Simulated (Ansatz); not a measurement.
Fe (Fd-3m, No. 227): a calculation's starting geometry; the starting structure was generated, so it need not be a known form of this composition.

```
CELL_PARAMETERS angstrom
4.90539 0.00000 0.00000
0.00000 4.90539 0.00000
0.00000 0.00000 4.90539
ATOMIC_POSITIONS crystal
Fe 0.75000 0.75000 0.75000
Fe 0.00000 0.50000 0.00000
Fe 0.75000 0.25000 0.25000
Fe 0.00000 0.00000 0.50000
Fe 0.25000 0.75000 0.25000
Fe 0.50000 0.50000 0.50000
Fe 0.25000 0.25000 0.75000
Fe 0.50000 0.00000 0.00000
```

### What will a Z-contrast image along [111] show? Simulation: incoherent imaging, intensity Z^1.7 per atom, probe width 1.01 Å, thin sample. The probe carries 25 % of its weight in a tail 2.5 times as wide. The display is stretched by a gamma of 0.65; percentages refer to the linear signal. Shot noise was added.

The columns repeat on a hexagonal net with a repeat of 2.00 Å (plane group p6mm). All columns are alike (Fe). The shortest distance between visible columns is 2.00 Å in projection. Along the beam the structure repeats every 8.50 Å.

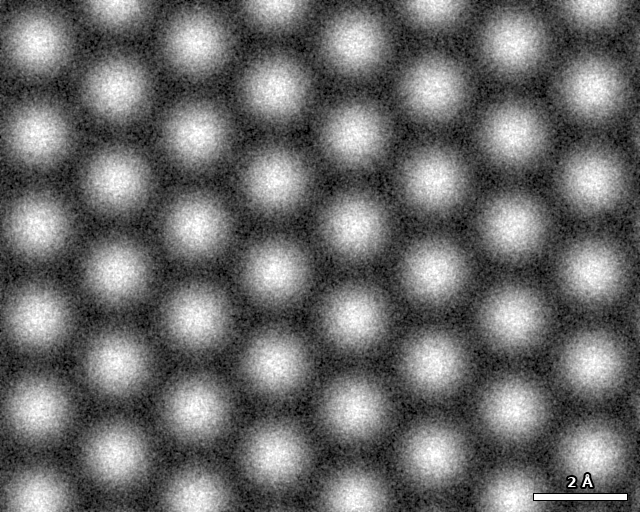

The simulated image.
